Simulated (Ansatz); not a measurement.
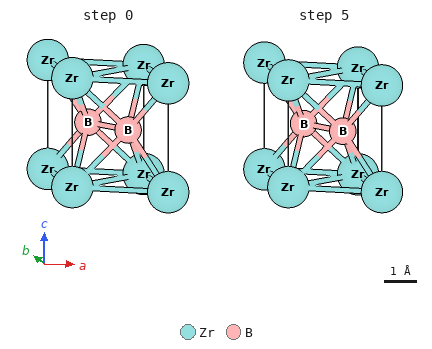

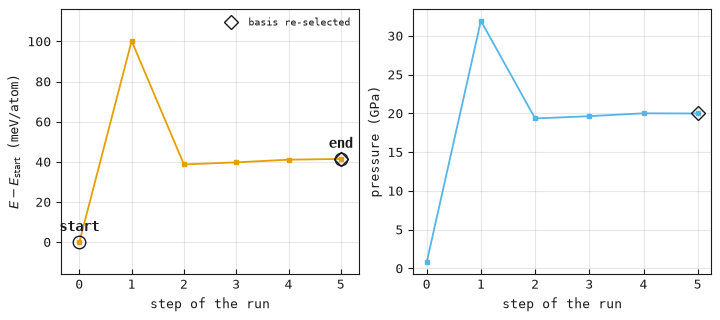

First and last geometry of a relaxation of crystalline ZrB$_{2}$ (set up in P6/mmm), with the history of the run. A ball-and-stick model of the cell of the calculation, seen slightly off an axis.

The run lets cell and atoms move.

Method: Ansatz 0.2.0, Kohn-Sham DFT of a periodic cell, r2SCAN, Ansatz PAW.

The input:
```yaml
crystal:
  lattice:
    - [3.17, 0.0, 0.0]
    - [-1.585, 2.74530053, 0.0]
    - [0.0, 0.0, 3.533]
  atoms:
    - { symbol: Zr, position: [0.0, 0.0, 0.0] }
    - { symbol: B, position: [0.6666666667, 0.3333333333, 0.5] }
    - { symbol: B, position: [0.3333333333, 0.6666666667, 0.5] }
hamiltonian:
  xc: r2scan
  pseudopotentials: { kind: paw }
kpoints:
  mp_grid: { grid: [10, 10, 8] }
scf:
  occupations: { method: fermi_dirac, width: 0.05 }
output:
  forces: true
  stress: true
  eigenvalues: true
relax:
  f_tol: 0.01
  max_steps: 40
  cell: { stress_tol: 0.05, p_target: 20.0 }
```

Run as
```bash
ansatz run input.yaml --threads 2 --pin off --max-ram 5632MiB --backend cpu --events-out ev --progress --plain --runs-dir out
```

Did the run converge, and what did it change?

Answer. It converged. After 4 accepted moves (5 points after the start) the energy has risen by 41.5 meV per atom. With the target pressure of 20 GPa, the enthalpy E + pV changes by −42.8 meV per atom. All forces vanish by symmetry, so only the cell relaxes. The pressure goes from 0.80 to 19.99 GPa. The SCF was repeated once at an unchanged geometry on a basis and grid sized afresh for the cell, which shifted the energy by 0.4 meV per atom at most. No atom moves by more than 0.005 Å relative to the cell. Cell: a = b 3.170 → 3.096 Å (−2.3 %), c 3.533 → 3.461 Å (−2.0 %). Volume −6.6 %. Some distances before and after: Zr–Zr 3.170 → 3.096 Å, Zr–Zr 3.533 → 3.461 Å, B–Zr 2.544 → 2.488 Å, B–B 1.830 → 1.787 Å. The space group stays P6/mmm (No. 191). The run took 11 s on 2 threads of Arm Neoverse V2 (shared host), peak memory 0.41 GiB.
